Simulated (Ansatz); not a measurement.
Zr8S17 (cell with a defect)

Input file:

```
crystal:
  lattice:
    - [-1.0e-10, -6.3829682949, 6.757906724]
    - [-1.0e-10, -6.3829682949, -6.757906724]
    - [7.3704169266, 6.3829682948, 0.0]
  atoms:
    - { symbol: Zr, position: [0.875, 0.875, 0.25] }
    - { symbol: Zr, position: [0.5, 0.5, 1.0] }
    - { symbol: Zr, position: [0.75, 0.75, 0.5] }
    - { symbol: Zr, position: [0.375, 0.375, 0.25] }
    - { symbol: Zr, position: [0.0, 0.0, 0.0] }
    - { symbol: Zr, position: [0.625, 0.625, 0.75] }
    - { symbol: Zr, position: [0.25, 0.25, 0.5] }
    - { symbol: Zr, position: [0.125, 0.125, 0.75] }
    - { symbol: S, position: [0.3095084477, 0.5238248857, 0.5] }
    - { symbol: S, position: [0.9345084477, 0.1488248857, 0.25] }
    - { symbol: S, position: [0.1845084477, 0.3988248857, 0.75] }
    - { symbol: S, position: [0.8095084477, 0.0238248857, 0.5] }
    - { symbol: S, position: [0.4345084477, 0.6488248857, 0.25] }
    - { symbol: S, position: [0.0595084477, 0.2738248857, 0.0] }
    - { symbol: S, position: [0.6845084477, 0.8988248857, 0.75] }
    - { symbol: S, position: [0.5595084477, 0.7738248857, 0.0] }
    - { symbol: S, position: [0.8154915523, 0.6011751143, 0.25] }
    - { symbol: S, position: [0.4404915523, 0.2261751143, 1.0] }
    - { symbol: S, position: [0.6904915523, 0.4761751143, 0.5] }
    - { symbol: S, position: [0.3154915523, 0.1011751143, 0.25] }
    - { symbol: S, position: [0.9404915523, 0.7261751143, 0.0] }
    - { symbol: S, position: [0.5654915523, 0.3511751143, 0.75] }
    - { symbol: S, position: [0.1904915523, 0.9761751143, 0.5] }
    - { symbol: S, position: [0.0654915523, 0.8511751143, 0.75] }
    - { symbol: S, position: [0.1373442916, 0.5406390144, -0.0024267825] }
basis:
  ecutwfc: 420
  xc_grid: 2
kpoints:
  mp_grid: { grid: [2, 2, 2], shift: [0.5, 0.5, 0.5] }
hamiltonian:
  xc: pbe
scf:
  occupations: { method: gaussian, width: 0.02 }
output:
  forces: true
  stress: false
  eigenvalues: true
  write_density: true
  write_potential: true
  elf: true
  volumetric_format: npy
relax:
  adjacent_minimum: "off"
  f_tol: 0.02
  max_steps: 60
```

Command:

```sh
ansatz run input.yaml --threads 4 --pin off --max-ram 8192MiB --backend cpu --events-out ev --progress --plain --runs-dir out
```

The fields are those of the run's last geometry, not of the input's.

Theory: Ansatz 0.2.0, DFT PBE, scalar-relativistic, plane waves, PAW.

The density is the valence pseudo-density of a PAW calculation; it isn't the true density close to the nuclei.

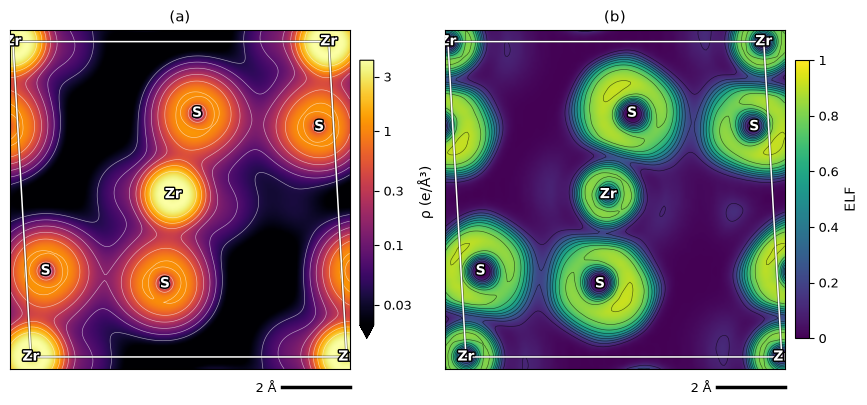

Figure 1. (a) valence electron density; (b) ELF on the (001) plane of the calculation cell.

**What does the map show?**

- The section cuts through Zr and S sites.
- Zr–S (2.51 Å): the density is about 0.49 e/Å³ at the midpoint; the ELF peaks at about 0.85 in the valence shell of S, 0.8 Å from its nucleus, and is about 0.40 at the midpoint.
- Zr–S (2.57 Å): ρ is about 0.43 e/Å³ halfway; the ELF peaks at about 0.85 in the valence shell of S, 0.9 Å from its nucleus, and is about 0.40 at the midpoint.
- Zr–S (2.64 Å): the density is about 0.38 e/Å³ at the midpoint; the ELF peaks at about 0.85 in the valence shell of S, 0.9 Å from its nucleus, and is about 0.40 at the midpoint.
- Between the atoms the lowest density in this plane is 0.003 e/Å³.
- The features right at Zr lie inside the PAW spheres, where the map follows smoothed inner orbitals and isn't to be read closely.

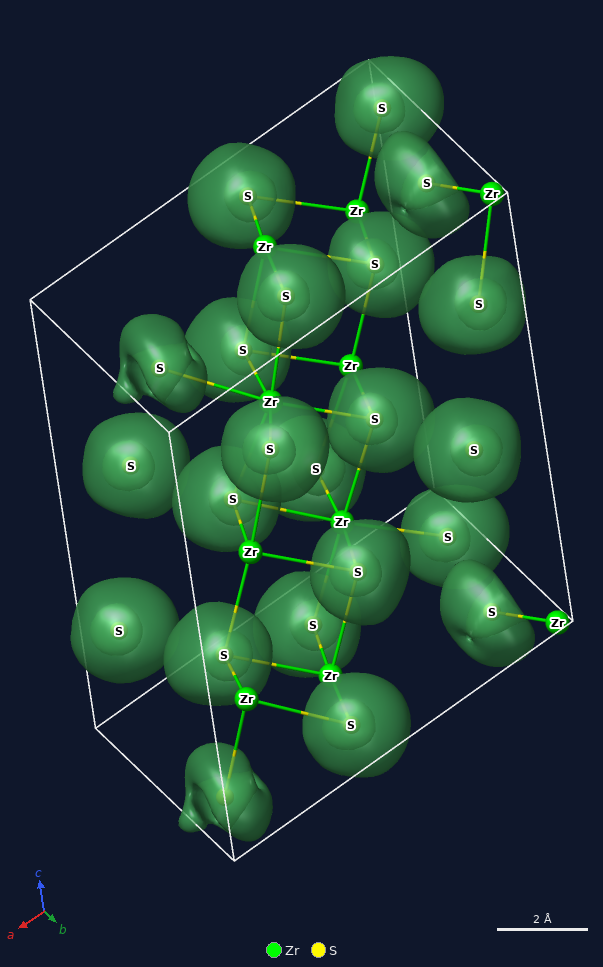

Figure 2. Isosurface of the electron localisation function at 0.75 (green), seen at an oblique angle. Core shells and regions of very low density are left out. Sticks mark near contacts.

**What do the ELF domains correspond to?**

The surface consists of one region on S in which the atom's valence shell and bonds are merged and 16 regions wrapped around S (the valence shell of each), counted in one cell of 25 atoms. Regions shared between cells count once. Profiles from the grid: S–S (2.03 Å): the ELF peaks at about 0.80 between the atoms (a covalent bond). Zr–S (2.47 Å): the ELF peaks at about 0.85 in the valence shell of S, 0.8 Å from its nucleus, and is about 0.40 at the midpoint.

**Does the calculation make it a metal, or give it a gap?**

It is gapped, with a Kohn–Sham gap of 0.96 eV on the k-point mesh, an upper bound to the gap of this method.
